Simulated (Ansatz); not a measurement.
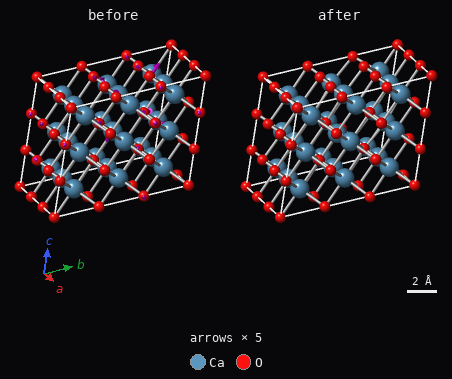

The structure of a defect cell of composition Ca$_{27}$O$_{26}$ (cell charge +2) before (left) and after (right) a relaxation, at one scale. The purple arrows give the displacements, 5 times their true length.

Style: ball-and-stick. Shown: the cell of the calculation (origin shifted), slightly off an axis.

Computed with Ansatz 0.2.0, DFT, PBE, plane-wave PAW, default files, scalar-relativistic. Settings: plane-wave cutoff 420 eV; k-point mesh 2 × 2 × 2; occupations fermi dirac; smearing width 0.01 eV; no spin polarisation; atoms relaxed in a fixed cell; force threshold 0.03 eV/Å; at most 40 steps.

> Describe what moved and what it gained.

Over 3 geometry steps the energy falls by 1.715 eV per cell of the calculation. The largest force component goes from 2.4 to 0.0063 eV/Å. The largest moves, 0.19 Å, are those of Ca atoms. By element the largest moves are Ca 0.19 Å, O 0.06 Å. The cell doesn't change. Near-neighbour distances that change, for instance: Ca–Ca 3.403 → 3.668 Å, Ca–O 2.406 → 2.230 Å, Ca–Ca 3.403 → 3.274 Å, Ca–O 2.406 → 2.444 Å. Bond angles that change, for instance: Ca–O–Ca 90.0° → 101.0°, O–Ca–O 180.0° → 169.0°, Ca–O–Ca 180.0° → 173.4°.

Limits of the set-up: the cell is charged, on a uniform background, and energies carry no finite-size correction.
